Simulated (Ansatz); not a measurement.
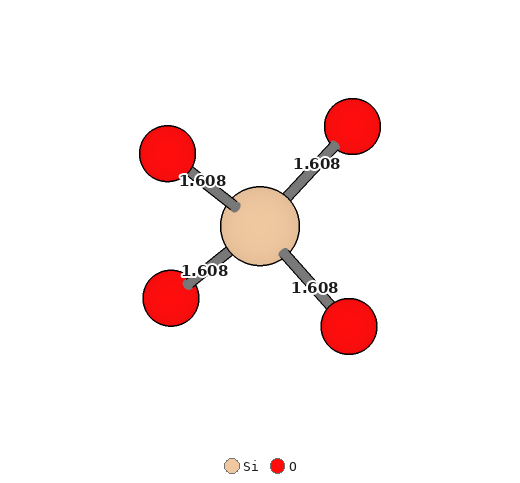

The surroundings of site Si1 (at 0.500, 0.000, 0.000) in SiO$_{2}$ (P6_222), with bond lengths in Å.

Source of the atomic positions: coordinates from a relaxation with Ansatz 0.2.0, DFT, PAW plane waves, r2scan.

```xyz
9
Lattice="5.0585 0.0000 0.0000 -2.5292 4.3807 0.0000 0.0000 0.0000 5.5417" Properties=species:S:1:pos:R:3 pbc="T T T"
Si    2.5292    0.0000    0.0000
Si    1.2646    2.1904    1.8472
Si   -1.2646    2.1904    3.6945
O     1.5797    0.9121    0.9236
O     0.0000    1.8241    2.7708
O     3.4787    0.9121    4.6181
O     0.9495    3.4687    0.9236
O     2.5292    2.5566    2.7708
O    -0.9495    3.4687    4.6181
```

Bond valence s = exp((R0 − d)/b), R0 fitted to published crystal structures with b = 0.37 Å; R0 in Å: Si4+–O 1.620.

Calculate the bond-valence sum of Si1 from the bonds drawn.

Answer. 4 × 1.033 = 4.13 v.u., against a formal valence of 4: overbonded (bonds short for this ion) by 0.13.

And over the whole structure?

Answer.
```
site              x, y, z  formal valence  bond-valence sum  difference
 Si1  0.500, 0.000, 0.000              +4              4.16        0.16
  O1  0.416, 0.208, 0.167              −2              2.08        0.08
```

These sums include all anions within 5 Å. The global instability index (root mean square of the differences over all atoms) is 0.11 v.u.: moderate strain, common in real structures.
